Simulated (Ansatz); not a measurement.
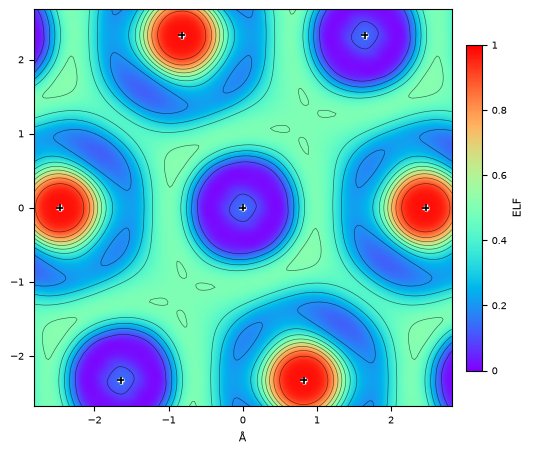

The electron localisation function on a plane through atoms (crosses mark nuclei in the plane).

Method: DFT PBE, scalar-relativistic, plane waves, PAW in Ansatz.

Candidates:
A. AlCo, a = 4.94 Å, b = 4.94 Å, c = 4.94 Å, α = 109.47°, β = 109.47°, γ = 109.47°. Space group Pm-3m; a structure from a database of computed crystals, not necessarily the ambient phase; computed without spin polarisation.
B. Si$_{2}$Ni, a = 6.55 Å, b = 3.85 Å, c = 3.85 Å, α = 90.00°, β = 123.71°, γ = 90.00°. Space group C2/m; a structure from a database of computed crystals, not necessarily the ambient phase; computed without spin polarisation.

Which candidate gave the map?

Answer. Candidate A: AlCo on the (001) plane of the calculation cell, which holds Al and Co. Al–Co (2.47 Å): the ELF is about 0.40 at the midpoint.
